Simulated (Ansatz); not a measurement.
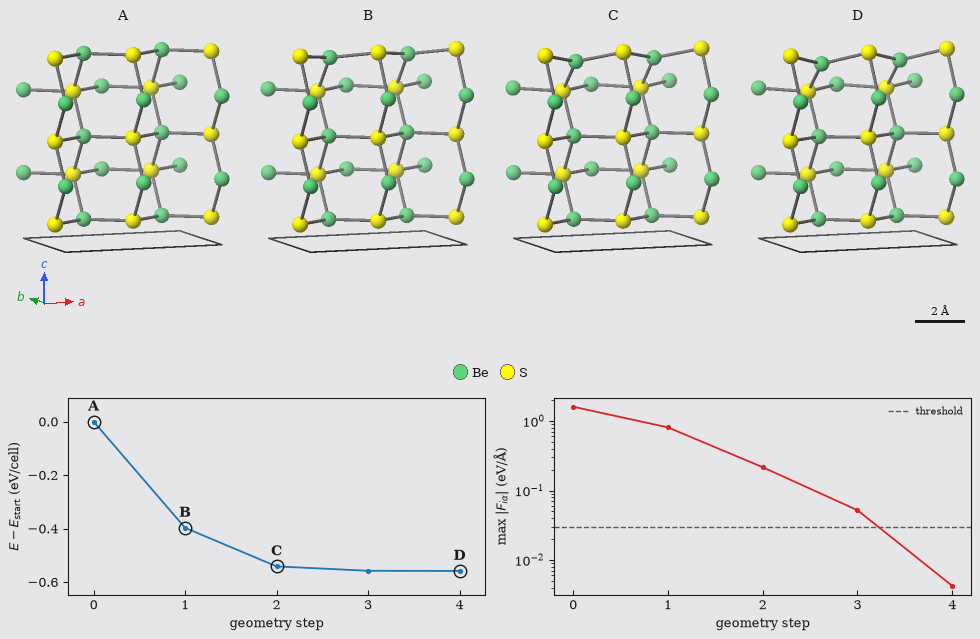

Frames of a constrained relaxation of a slab of composition BeS (cut from the F-43m phase), marked on the history of the run. Style: ball-and-stick. Shown: the 2 × 1 repeat of the cell, outlined in the plane, without the vacuum, slightly off an axis.

Case: clean slab, lower half held. The slab is the (1 1 0) face of BeS. 4 atoms are held fixed.

These are results of DFT PBEsol, scalar-relativistic, plane waves, PAW in Ansatz 0.2.0, not measurements. Settings: plane-wave cutoff 420 eV; k-point mesh 8 × 6 × 1; occupations gaussian; smearing width 0.05 eV; no spin polarisation; dipole correction; atoms relaxed in a fixed cell; force threshold 0.03 eV/Å; at most 70 steps.

**Describe the path.**

After 4 geometry steps the energy has fallen by 0.558 eV per cell of the calculation. Largest force component: 1.6 eV/Å at the start, 0.0042 eV/Å at the end. The atom that moves furthest is a Be atom (0.52 Å at 41° to the normal (−c side)). Largest moves by element: Be 0.52 Å, S 0.13 Å. The lattice vectors keep their values. Among the contacts that change: Be–S 2.095 → 2.015 Å, Be–S 2.095 → 2.036 Å, Be–S 2.095 → 2.122 Å, Be–S 2.095 → 2.099 Å. Bond angles that change, for instance: Be–S–Be 109.5° → 92.7°, Be–S–Be 109.5° → 94.9°, S–Be–S 109.5° → 121.0°. From step 0 to 1: a Be atom moves most (0.20 Å), energy −0.397 eV per cell of the calculation. From step 1 to 2: a Be atom moves most (0.19 Å), energy −0.144 eV per cell of the calculation. From step 2 to 4: a Be atom moves most (0.13 Å), energy −17.0 meV per cell of the calculation.
